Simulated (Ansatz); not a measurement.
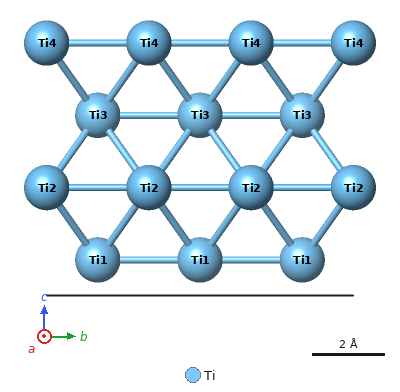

This is the input geometry for a constrained relaxation of a slab of composition Ti (cut from the Fm-3m phase). The picture is a ball-and-stick view of the 2 × 3 repeat of the cell, outlined in the plane, without the vacuum, seen along the a axis.

Case: clean slab, lower half held. The slab is the (1 0 0) face of Ti. 2 atoms are held fixed.

Computed with DFT PBEsol, scalar-relativistic, plane waves, PAW (Ansatz 0.2.0).

The input:
```yaml
crystal:
  lattice:
    - [2.8679135958, 0.0, 0.0]
    - [0.0, 2.8679135958, 0.0]
    - [0.0, 0.0, 23.0837634544]
  atoms:
    - { symbol: Ti, position: [0.5, 0.5, 0.3682241857] }
    - { symbol: Ti, position: [0.0, 0.0, 0.4560747286] }
    - { symbol: Ti, position: [0.5, 0.5, 0.5439252714] }
    - { symbol: Ti, position: [0.0, 0.0, 0.6317758143] }
basis:
  ecutwfc: 420
kpoints:
  mp_grid: { grid: [10, 10, 1] }
hamiltonian:
  xc: pbesol
scf:
  occupations: { method: gaussian, width: 0.1 }
output:
  forces: true
  eigenvalues: true
  write_density: true
  write_potential: true
  elf: true
  volumetric_format: npy
relax:
  adjacent_minimum: "off"
  f_tol: 0.03
  max_steps: 70
  constraints: [{ sites: [0, 1] }]
efield:
  axis: 3
  dipole_correction: true
  ramp_width: 0.04
```

Launched with:
```bash
ansatz run input.yaml --threads 1 --pin off --max-ram 2560MiB --backend cpu --events-out ev --progress --plain --runs-dir out
```

### What does the optimiser find from here?

Over 3 geometry steps the energy falls by 54.3 meV per cell of the calculation. Largest force component: 0.74 eV/Å at the start, 0.0041 eV/Å at the end. The largest move is that of Ti3, 0.10 Å along the normal (+c). The cell stays as it was. Near-neighbour distances that change, for instance: Ti3–Ti4 2.868 → 2.760 Å, Ti2–Ti3 2.868 → 2.940 Å.

The end point in the same view:

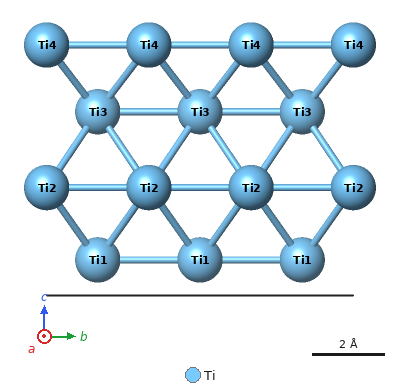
